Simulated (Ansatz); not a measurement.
System: TiPbO₃, space group Pm-3m (No. 221), 10 atoms in the cell.

```xyz
10
Lattice="3.9724 3.9724 0.0000 0.0000 3.9724 3.9724 3.9724 0.0000 3.9724" Properties=species:S:1:pos:R:3 pbc="T T T"
Pb    0.0000    0.0000    0.0000
Pb    3.9724    3.9724    3.9724
Ti    1.9862    1.9862    1.9862
Ti    5.9586    5.9586    5.9586
O     0.0000    1.9862    1.9862
O     3.9724    1.9862    1.9862
O     1.9862    0.0000    1.9862
O     1.9862    3.9724    1.9862
O     1.9862    1.9862    3.9724
O     1.9862    1.9862    0.0000
```

Method: DFT with r2SCAN, PAW plane waves, no spin polarisation, 6×6×6 k mesh, Fermi-Dirac smearing of 0.1 eV (Ansatz).

What does the calculation give for the electronic structure? The path is Γ–X–M–Γ–R–X–R–M.

The bands leave a gap. The gap along this path is 1.95 eV, from the valence-band top at X to the conduction-band bottom at Γ; the smallest direct gap, at X, is only slightly larger at 1.96 eV. The top valence level at X is a single band, not degenerate (spin aside). The top valence band spans 1.0 eV and the lowest conduction band 1.0 eV. The direct gaps are 2.32 eV at Γ, 1.96 eV at X and 1.96 eV at M.

The cell is at −5 GPa in this functional. Spin-orbit coupling is left out, which matters for Pb.

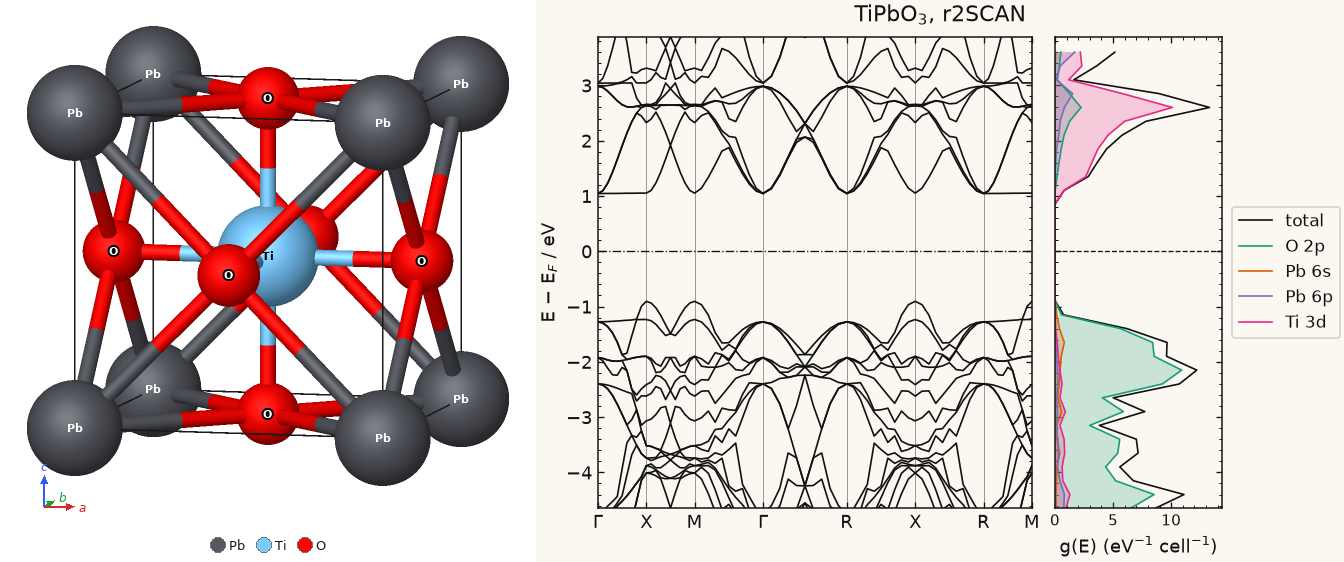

Band structure and density of states, beside the structure. Energies are counted from the Fermi level. The path runs straight from each named point to the next. The partial curves are projected on Löwdin-orthogonalised atomic shells.
